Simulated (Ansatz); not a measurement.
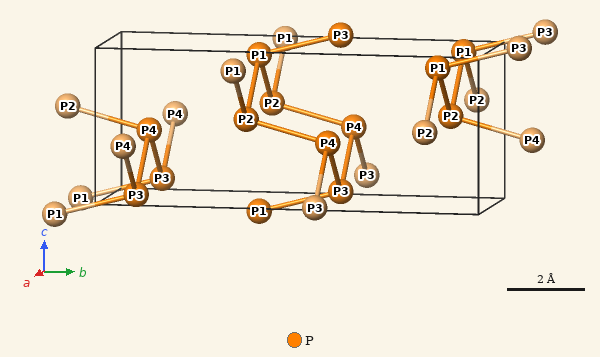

The structure as given in the input (ball-and-stick view of the cell 2 times as large as that of the calculation, set on its symmetry axes, seen slightly off an axis; neighbours outside the cell are drawn fainter; atoms are numbered from 1 in the order of the input).

## Geometry relaxation of P (part 1 of 2)

- system: P (Cmce, 4 atoms in the cell)
- method: DFT PBEsol, scalar-relativistic, plane waves, PAW, no spin polarisation (Ansatz 0.2.0)

The structure derives from an entry of the Crystallography Open Database. Figures and captions count atoms from 1; the log counts them from 0 in places.

The program's output:
```
Engine: ansatz 0.2.0, aarch64-unknown-linux-gnu
Pseudopotentials: kind: paw
Pseudopotential: P, paw, valence charge 5, recommended cutoff 420 eV (normal), P.paw.azcp
Functional definition: PBEsol
  exchange = pbesol_x
  correlation = pbesol_c
Crystal: 4 atoms, lattice volume = 70.415 Å³
Basis set: ecut = 420 eV, 1381 PW (Γ), exchange–correlation on 72×72×60 points (8 copies of the dense FFT grid, shifted against one another)
Bands: 14, of which v1, the nominal top of the filled ones, is band 10 counted from 1 (9 counted from 0)
Symmetry: 8 space group operations
Space group: Cmce (ITA 64), of the structure as read, at distance tolerance 4.1e-5 Å
k-points: 342 of 1960
Non-local potential: P, projectors of the file, l = 0: 2, l = 1: 2, l = 2: 2
PAW form: soft (Blöchl's): semilocal exchange-correlation on the pseudo side does not see the compensation charge
PAW frozen core: P, regenerated for the run's functional, and the local potential with it (the file was generated under x = pbe(κ = 0.804, μ = 0.2195149727645171), c = pbe(β = 0.06672455060314922))
PAW one-centre angular grid: P, 110 points (default); XC on 64 Gauss nodes
Initial density: superposition of atomic densities (neutral atoms: chi_scale 0, normalization atom), corrected by the library's trained network
Initial wavefunctions: pseudopotential atomic-orbital guess
Functional: x = pbesol(κ = 0.804, μ = 0.12345679012345678), c = pbesol(β = 0.046)
SCF iter   1: F=—  HF=-2960.144062 eV  |F-HF|=—  |Δ(HF+E_count)|=         —  Δρ=4.07e-3  dr2=1.02e-2  ethr=1.77e-3  ⟨swp⟩=7.4  Hψ=34428  notcnv=0
preconditioner: auto → Kerker (q_TF=auto, 2.212 Å⁻¹)  [metal: Δε(μ)=0.050 eV  Ē_g=8.979 eV  σ=0.100 eV  W_gap=0.27  n_scr=12 (ndim 8)  ℏωp=19.8 eV  f_vac=0.000  D(μ)=0.16/eV (n_scr^D=0)]
SCF iter   2: F=—  HF=-2960.142736 eV  |F-HF|=—  |Δ(HF+E_count)|=   1.33e-3  Δρ=2.38e-3  dr2=3.71e-3  ethr=5.08e-5  ⟨swp⟩=2.3  Hψ=10046  notcnv=0
SCF iter   3: F=—  HF=-2960.142106 eV  |F-HF|=—  |Δ(HF+E_count)|=   6.30e-4  Δρ=3.00e-4  dr2=9.03e-5  ethr=1.86e-5  ⟨swp⟩=2.4  Hψ=7509  notcnv=0
SCF iter   4: F=—  HF=-2960.142101 eV  |F-HF|=—  |Δ(HF+E_count)|=   5.02e-6  Δρ=1.28e-4  dr2=1.56e-5  ethr=4.51e-7  ⟨swp⟩=2.7  Hψ=8138  notcnv=0
SCF iter   5: F=—  HF=-2960.142101 eV  |F-HF|=—  |Δ(HF+E_count)|=   3.94e-7  Δρ=1.39e-5  dr2=1.29e-7  ethr=7.78e-8  ⟨swp⟩=2.1  Hψ=7316  notcnv=0
SCF iter   6: F=-2960.142101 eV  HF=-2960.142101 eV  |F-HF|=2.59e-9  |Δ(HF+E_count)|=   4.48e-8  Δρ=3.09e-6  dr2=9.69e-9  ethr=5.00e-10  ⟨swp⟩=13.0  Hψ=41942  notcnv=0
SCF 1 converged in 6 iterations: F = -2960.142101 eV  dr2 = 9.69e-9
  greatest PAW one-centre occupation: 0.809 electrons in one spin orbital (limit 2), on the P atom at site 3 (counted from 0), in its partial waves of l = 0
relax step   1: F+E_penalty+E_count = -2960.14210141 eV  Δ(F+E_penalty+E_count) = +0.000e0 eV  max|allowed force component| = 2.261e-2 eV/Å  Δτ_max = 0.0000 Å  P = -0.080 GPa  Ω = 70.415 Å³  (6 SCF iters, dr2 threshold 1.00e-7 eV, accepted)
Crystal: 4 atoms, lattice volume = 71.060 Å³
Basis set: ecut = 420 eV, 1389 PW (Γ), exchange–correlation on 72×72×60 points (8 copies of the dense FFT grid, shifted against one another)
Initial density: handed on by an earlier stage of this run
Initial wavefunctions: those handed on with the density
iter 1 solved again at ethr=2.90e-6 eV; its pass at ethr=3.10e-3 eV (dr2=5.79e-4 eV) is discarded
SCF iter   1: F=—  HF=-2960.144096 eV  |F-HF|=—  |Δ(HF+E_count)|=         —  Δρ=1.10e-3  dr2=6.03e-4  ethr=2.90e-6  ⟨swp⟩=2.8  Hψ=40710  notcnv=0
preconditioner: auto → Kerker (q_TF=auto, 2.209 Å⁻¹)  [metal: Δε(μ)=0.044 eV  Ē_g=8.980 eV  σ=0.100 eV  W_gap=0.24  n_scr=12 (ndim 8)  ℏωp=19.7 eV  f_vac=0.000  D(μ)=0.16/eV (n_scr^D=0)]
SCF iter   2: F=—  HF=-2960.144026 eV  |F-HF|=—  |Δ(HF+E_count)|=   6.95e-5  Δρ=6.52e-4  dr2=2.39e-4  ethr=2.90e-6  ⟨swp⟩=1.0  Hψ=4799  notcnv=0
SCF iter   3: F=—  HF=-2960.143986 eV  |F-HF|=—  |Δ(HF+E_count)|=   4.08e-5  Δρ=6.83e-5  dr2=2.01e-6  ethr=1.19e-6  ⟨swp⟩=2.4  Hψ=8036  notcnv=0
SCF iter   4: F=-2960.143985 eV  HF=-2960.143986 eV  |F-HF|=2.00e-7  |Δ(HF+E_count)|=   3.96e-9  Δρ=1.52e-5  dr2=3.85e-7  ethr=2.00e-9  ⟨swp⟩=13.8  Hψ=44004  notcnv=0
SCF 2 converged in 4 iterations: F = -2960.143985 eV  dr2 = 3.85e-7
relax step   2: F+E_penalty+E_count = -2960.14398536 eV  Δ(F+E_penalty+E_count) = -1.884e-3 eV  max|allowed force component| = 9.285e-2 eV/Å  Δτ_max = 0.0110 Å  P = -0.067 GPa  Ω = 71.060 Å³  energy of the carried Pulay correction = -1.410e-4 eV  (4 SCF iters, dr2 threshold 4.00e-7 eV, accepted)
Crystal: 4 atoms, lattice volume = 71.176 Å³
iter 1 solved again at ethr=1.02e-6 eV; its pass at ethr=3.10e-3 eV (dr2=2.03e-4 eV) is discarded
SCF iter   1: F=—  HF=-2960.145593 eV  |F-HF|=—  |Δ(HF+E_count)|=         —  Δρ=5.76e-4  dr2=2.14e-4  ethr=1.02e-6  ⟨swp⟩=3.2  Hψ=38710  notcnv=0
preconditioner: auto → Kerker (q_TF=auto, 2.208 Å⁻¹)  [metal: Δε(μ)=0.043 eV  Ē_g=8.981 eV  σ=0.100 eV  W_gap=0.24  n_scr=12 (ndim 8)  ℏωp=19.7 eV  f_vac=0.000  D(μ)=0.15/eV (n_scr^D=0)]
SCF iter   2: F=—  HF=-2960.145561 eV  |F-HF|=—  |Δ(HF+E_count)|=   3.26e-5  Δρ=3.32e-4  dr2=7.19e-5  ethr=1.02e-6  ⟨swp⟩=1.1  Hψ=4870  notcnv=0
SCF iter   3: F=—  HF=-2960.145547 eV  |F-HF|=—  |Δ(HF+E_count)|=   1.39e-5  Δρ=3.70e-5  dr2=9.38e-7  ethr=3.60e-7  ⟨swp⟩=2.1  Hψ=7254  notcnv=0
SCF iter   4: F=-2960.145547 eV  HF=-2960.145547 eV  |F-HF|=1.30e-7  |Δ(HF+E_count)|=   7.26e-8  Δρ=1.08e-5  dr2=1.90e-7  ethr=2.00e-9  ⟨swp⟩=14.0  Hψ=43734  notcnv=0
SCF 3 converged in 4 iterations: F = -2960.145547 eV  dr2 = 1.90e-7
  greatest PAW one-centre occupation: 0.808 electrons in one spin orbital (limit 2), on the P atom at site 3 (counted from 0), in its partial waves of l = 0
relax step   3: F+E_penalty+E_count = -2960.14554680 eV  Δ(F+E_penalty+E_count) = -1.561e-3 eV  max|allowed force component| = 2.775e-2 eV/Å  Δτ_max = 0.0063 Å  P = -0.021 GPa  Ω = 71.176 Å³  energy of the carried Pulay correction = -1.661e-4 eV  (4 SCF iters, dr2 threshold 4.00e-7 eV, accepted)
Crystal: 4 atoms, lattice volume = 71.587 Å³
Basis set: ecut = 420 eV, 1403 PW (Γ), exchange–correlation on 72×72×60 points (8 copies of the dense FFT grid, shifted against one another)
iter 1 solved again at ethr=1.44e-6 eV; its pass at ethr=3.10e-3 eV (dr2=2.89e-4 eV) is discarded
SCF iter   1: F=—  HF=-2960.146139 eV  |F-HF|=—  |Δ(HF+E_count)|=         —  Δρ=6.92e-4  dr2=2.58e-4  ethr=1.44e-6  ⟨swp⟩=3.3  Hψ=39074  notcnv=0
preconditioner: auto → Kerker (q_TF=auto, 2.206 Å⁻¹)  [metal: Δε(μ)=0.025 eV  Ē_g=8.978 eV  σ=0.100 eV  W_gap=0.14  n_scr=12 (ndim 8)  ℏωp=19.6 eV  f_vac=0.000  D(μ)=0.14/eV (n_scr^D=0)]
SCF iter   2: F=—  HF=-2960.146097 eV  |F-HF|=—  |Δ(HF+E_count)|=   4.18e-5  Δρ=3.98e-4  dr2=8.91e-5  ethr=1.29e-6  ⟨swp⟩=1.0  Hψ=4803  notcnv=0
SCF iter   3: F=—  HF=-2960.146082 eV  |F-HF|=—  |Δ(HF+E_count)|=   1.54e-5  Δρ=4.31e-5  dr2=1.21e-6  ethr=4.46e-7  ⟨swp⟩=2.6  Hψ=7374  notcnv=0
SCF iter   4: F=—  HF=-2960.146082 eV  |F-HF|=—  |Δ(HF+E_count)|=   1.05e-7  Δρ=9.73e-6  dr2=1.62e-7  ethr=4.48e-10  ⟨swp⟩=14.1  Hψ=43818  notcnv=0
SCF iter   5: F=-2960.146082 eV  HF=-2960.146082 eV  |F-HF|=6.55e-9  |Δ(HF+E_count)|=   3.51e-8  Δρ=2.75e-6  dr2=1.30e-8  ethr=4.48e-10  ⟨swp⟩=9.7  Hψ=30754  notcnv=0
SCF 4 converged in 5 iterations: F = -2960.146082 eV  dr2 = 1.30e-8
  greatest PAW one-centre occupation: 0.808 electrons in one spin orbital (limit 2), on the P atom at site 2 (counted from 0), in its partial waves of l = 0
relax step   4: F+E_penalty+E_count = -2960.14608207 eV  Δ(F+E_penalty+E_count) = -5.353e-4 eV  max|allowed force component| = 1.375e-2 eV/Å  Δτ_max = 0.0071 Å  P = +0.028 GPa  Ω = 71.587 Å³  energy of the carried Pulay correction = -2.552e-4 eV  (5 SCF iters, dr2 threshold 8.95e-8 eV, accepted)
Crystal: 4 atoms, lattice volume = 71.643 Å³
iter 1 solved again at ethr=4.17e-8 eV; its pass at ethr=3.10e-3 eV (dr2=8.34e-6 eV) is discarded
SCF iter   1: F=—  HF=-2960.146096 eV  |F-HF|=—  |Δ(HF+E_count)|=         —  Δρ=1.04e-4  dr2=7.76e-6  ethr=4.17e-8  ⟨swp⟩=3.3  Hψ=38590  notcnv=0
preconditioner: auto → Kerker (q_TF=auto, 2.206 Å⁻¹)  [metal: Δε(μ)=0.021 eV  Ē_g=8.974 eV  σ=0.100 eV  W_gap=0.12  n_scr=12 (ndim 8)  ℏωp=19.6 eV  f_vac=0.000  D(μ)=0.14/eV (n_scr^D=0)]
SCF iter   2: F=—  HF=-2960.146097 eV  |F-HF|=—  |Δ(HF+E_count)|=   1.49e-6  Δρ=6.11e-5  dr2=2.87e-6  ethr=3.88e-8  ⟨swp⟩=1.0  Hψ=4788  notcnv=0
SCF iter   3: F=—  HF=-2960.146097 eV  |F-HF|=—  |Δ(HF+E_count)|=   5.57e-7  Δρ=8.87e-6  dr2=4.27e-8  ethr=1.43e-8  ⟨swp⟩=2.1  Hψ=7125  notcnv=0
SCF iter   4: F=-2960.146097 eV  HF=-2960.146097 eV  |F-HF|=7.34e-9  |Δ(HF+E_count)|=   9.51e-9  Δρ=2.37e-6  dr2=9.91e-9  ethr=1.60e-10  ⟨swp⟩=11.3  Hψ=35944  notcnv=0
SCF 5 converged in 4 iterations: F = -2960.146097 eV  dr2 = 9.91e-9
relax step   5: F+E_penalty+E_count = -2960.14609665 eV  Δ(F+E_penalty+E_count) = -1.458e-5 eV  max|allowed force component| = 3.238e-3 eV/Å  Δτ_max = 0.0002 Å  P = -0.016 GPa  Ω = 71.643 Å³  energy of the carried Pulay correction = -2.671e-4 eV  (4 SCF iters, dr2 threshold 3.19e-8 eV, accepted)
Basis set: ecut = 420 eV, 1403 PW (Γ), exchange–correlation on 80×80×60 points (8 copies of the dense FFT grid, shifted against one another)
Initial wavefunctions: pseudopotential atomic-orbital guess (no wavefunctions were taken with the density)
iter 1 solved again at ethr=5.46e-7 eV; its pass at ethr=3.10e-3 eV (dr2=1.09e-4 eV) is discarded
SCF iter   1: F=—  HF=-2960.146473 eV  |F-HF|=—  |Δ(HF+E_count)|=         —  Δρ=3.03e-5  dr2=6.98e-8  ethr=5.46e-7  ⟨swp⟩=4.1  Hψ=50612  notcnv=0
eigensolver tolerance schedule: the retry pair's looser diagonalisation over-reported the residual by 1563.14 of it (diagonalisation noise at 0.38 of the residual, at the tolerance the schedule requests for it); recorded, not acted on — ethr = c·dr2/N_el stays at c = 1.0e-1
preconditioner: auto → Kerker (q_TF=auto, 2.206 Å⁻¹)  [metal: Δε(μ)=0.020 eV  Ē_g=8.974 eV  σ=0.100 eV  W_gap=0.11  n_scr=12 (ndim 8)  ℏωp=19.6 eV  f_vac=0.000  D(μ)=0.14/eV (n_scr^D=0)]
SCF iter   2: F=—  HF=-2960.146472 eV  |F-HF|=—  |Δ(HF+E_count)|=   1.22e-6  Δρ=1.60e-5  dr2=1.95e-8  ethr=3.49e-10  ⟨swp⟩=3.3  Hψ=9991  notcnv=0
SCF iter   3: F=—  HF=-2960.146472 eV  |F-HF|=—  |Δ(HF+E_count)|=   1.02e-7  Δρ=6.32e-7  dr2=2.11e-10  ethr=9.73e-11  ⟨swp⟩=2.6  Hψ=8269  notcnv=0
SCF iter   4: F=—  HF=-2960.146472 eV  |F-HF|=—  |Δ(HF+E_count)|=  1.41e-11  Δρ=3.07e-7  dr2=6.59e-11  ethr=1.00e-12  ⟨swp⟩=10.8  Hψ=33772  notcnv=0
SCF iter   5: F=-2960.146472 eV  HF=-2960.146472 eV  |F-HF|=4.55e-13  |Δ(HF+E_count)|=  3.18e-12  Δρ=5.87e-8  dr2=1.29e-12  ethr=1.00e-12  ⟨swp⟩=6.9  Hψ=22674  notcnv=0
SCF 6 converged in 5 iterations: F = -2960.146472 eV  dr2 = 1.29e-12
relax step   6: F+E_penalty+E_count = -2960.14647189 eV  Δ(F+E_penalty+E_count) = -3.752e-4 eV  max|allowed force component| = 3.316e-3 eV/Å  Δτ_max = 0.0000 Å  P = -0.005 GPa  Ω = 71.643 Å³  stress off target by 6.85e-3 GPa  SCF on the basis re-selected at this cell (its energy is not comparable with the rows above)  (5 SCF iters)
```

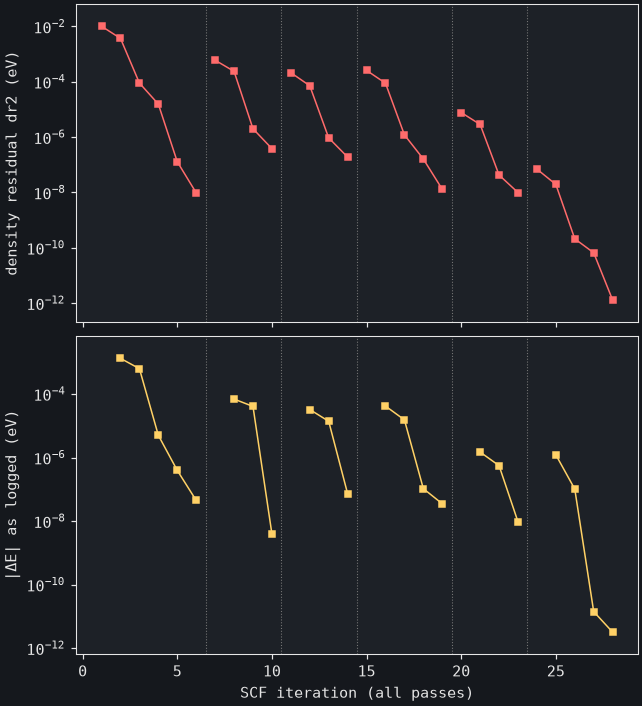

Convergence of the self-consistent field: density residual dr2 and size of the energy change against the SCF iteration. The dotted lines part the SCF passes of the relaxation: geometry steps, rejected trials and re-solves on a re-selected basis. The 6 passes take 4 to 6 iterations each, 28 in all.

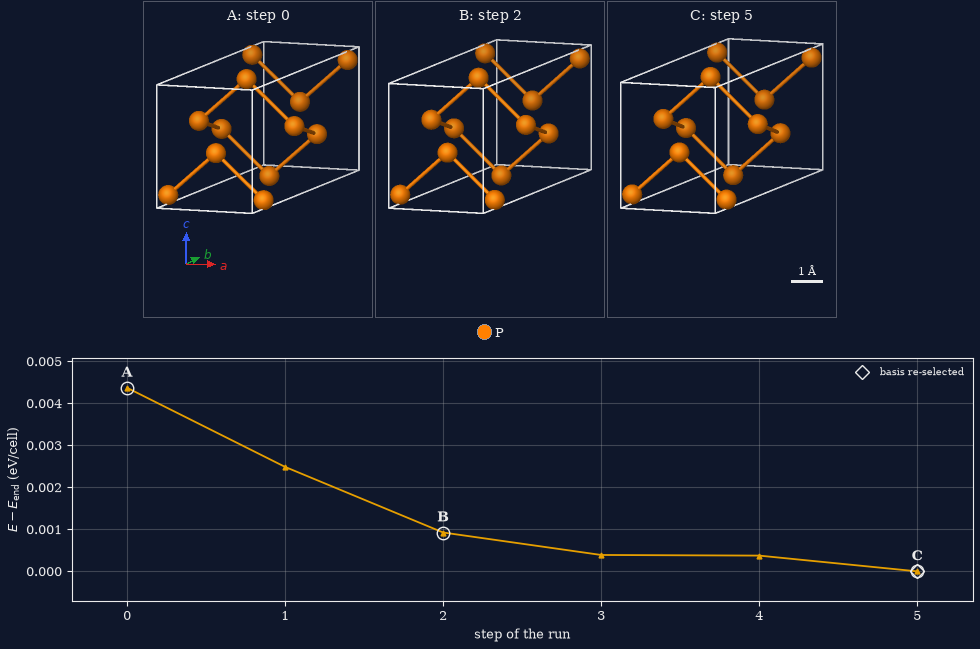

Frames of the relaxation (ball-and-stick view of the cell 2 times as large as that of the calculation, set on its symmetry axes, seen slightly off an axis) above the curves, on which the letters mark them (the first geometry is step 0 here and step 1 in the log).
